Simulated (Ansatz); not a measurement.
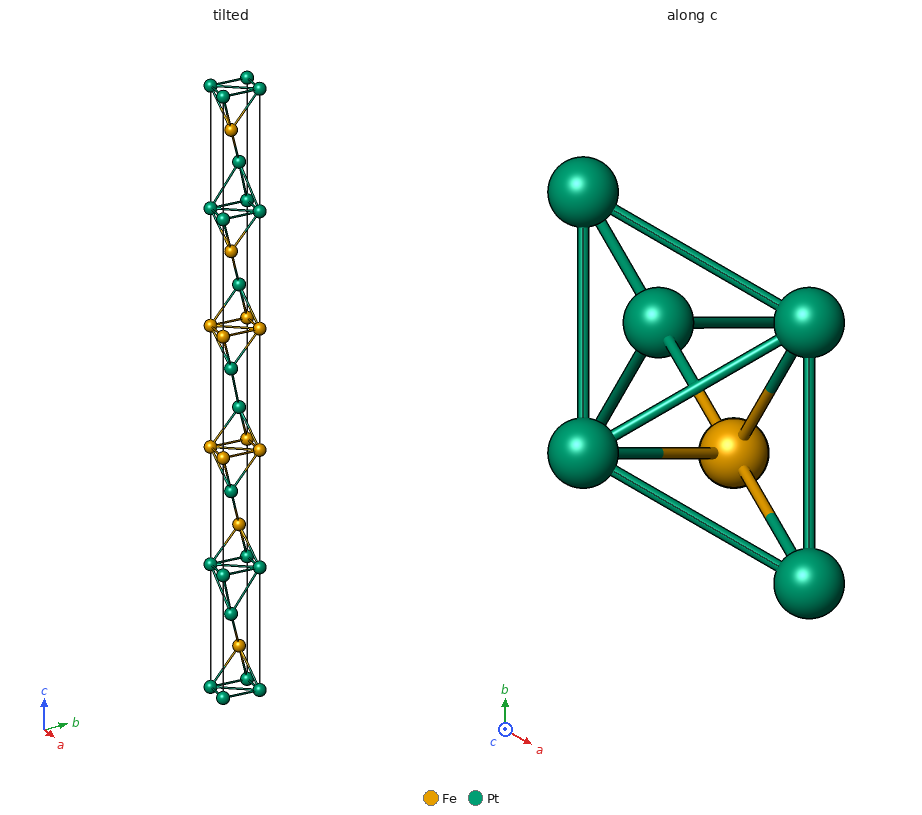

Crystal structure, ball-and-stick style, seen slightly off an axis and along the c axis. The frame is the conventional unit cell; atoms at its boundary are shown with their periodic copies. Cell: a = 2.75 Å, b = 2.75 Å, c = 33.26 Å, α = 90.00°, β = 90.00°, γ = 120.00°.

Origin of the cell: a structure type filled with these elements by a generator (whether the compound takes this form wasn't checked). Earlier steps of the study may have refined or changed the cell and positions. It was run through Ansatz as a DFT input.

**What can be read from this drawing?**

It has the composition Fe$_{2}$Pt$_{3}$. The lattice is rhombohedral (trigonal R) and the space group R-3m (No. 166). Cell content 6 Fe, 9 Pt; Z = 3. The coordination shell of Fe holds six Fe and six Pt in a cuboctahedral arrangement (about 2.7 Å to Fe, 2.6 to 2.7 Å to Pt). Pt takes two kinds of site: 6c with nine Pt and three Fe in a distorted cuboctahedral arrangement (about 2.7 to 2.9 Å to Pt, 2.6 Å to Fe); 3a with six Fe and six Pt in a cuboctahedral arrangement (about 2.7 Å to Fe, 2.7 Å to Pt). The bonds build a three-dimensional framework.

Level of theory and settings: Ansatz, DFT PBE, scalar-relativistic, plane waves, PAW, a cutoff energy of 420 eV, k-points about 0.15 Å⁻¹ apart, Gaussian smearing of 0.1 eV, collinear spins.

**Which atoms carry magnetic moments in this run, and how do they order?**

The state reached is ferromagnetic. Sizes: Fe 3.0 μB and Pt 0.3 μB; net moment 6.9 μB in the run's cell of 5 atoms.

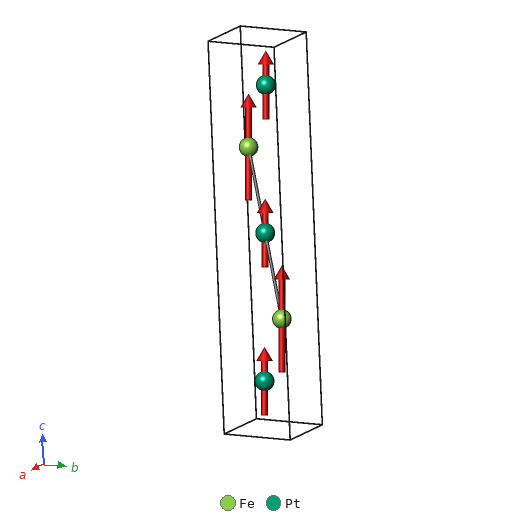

Site moments above 0.25 μB as arrows, small induced ones on non-metal atoms left out (red along the largest or up, blue against, purple across). The run's cell of 5 atoms is drawn in a reduced setting, so axes and origin can differ from the first picture.

**What is the electronic character?**

A metal: bands cross the Fermi level.

**List the Bader charges.**

Fe +0.56 e; Pt -0.52 to -0.30 e.

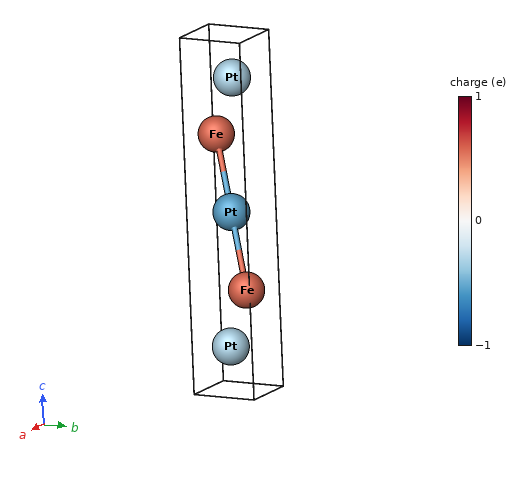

The atoms coloured by those charges. The run's cell of 5 atoms is drawn in a reduced setting, so axes and origin can differ from the first picture.

**Is the structure relaxed at this level of theory?**

Yes. All forces vanish to within 0.01 eV/Å. The pressure is 0.0 GPa, close to zero.
